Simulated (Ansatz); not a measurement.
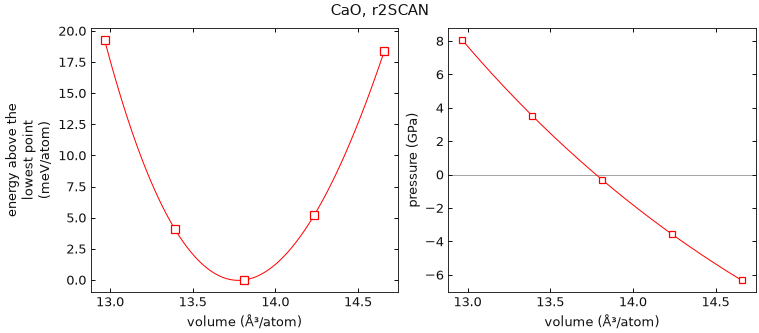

Energy above the lowest point and pressure against volume for CaO, space group Fm-3m (No. 225) (one of a set of cubic test structures, which need not be the stable phase).

A third-order Birch–Murnaghan fit gives V0 = 13.78 Å³/atom, B0 = 117 GPa and B′ = 4.3. The energy above the lowest point is 19.3 meV/atom at volume 12.97 Å³/atom and 18.4 meV/atom at 14.66 Å³/atom; the lowest computed point is at volume 13.81 Å³/atom (0.0 meV/atom). The pressure falls from 8.1 GPa at volume 12.97 Å³/atom to −6.3 GPa at 14.66 Å³/atom, and changes sign near 13.78 Å³/atom.

Method: equation of state of a cubic crystal from periodic Kohn-Sham density functional theory without spin, third-order Birch-Murnaghan fit to the free energies; pressure corrected for the finite basis (Ansatz 0.2.0 development build). Level: r2SCAN.

- structure type: rock salt
- atoms in cell: 2
- space group number: 225
- lattice centring: face-centred primitive
- k mesh: 12×12×12
- occupation method: Fermi–Dirac
- occupation width: 0.1 eV
- wave cutoff: 1050 eV
- datasets: hand-made PAW
- density tolerance: 1e−09 eV
- bands: 12
- density cutoff ratio: 5
- search for lower states: default
- xc grid level: 2
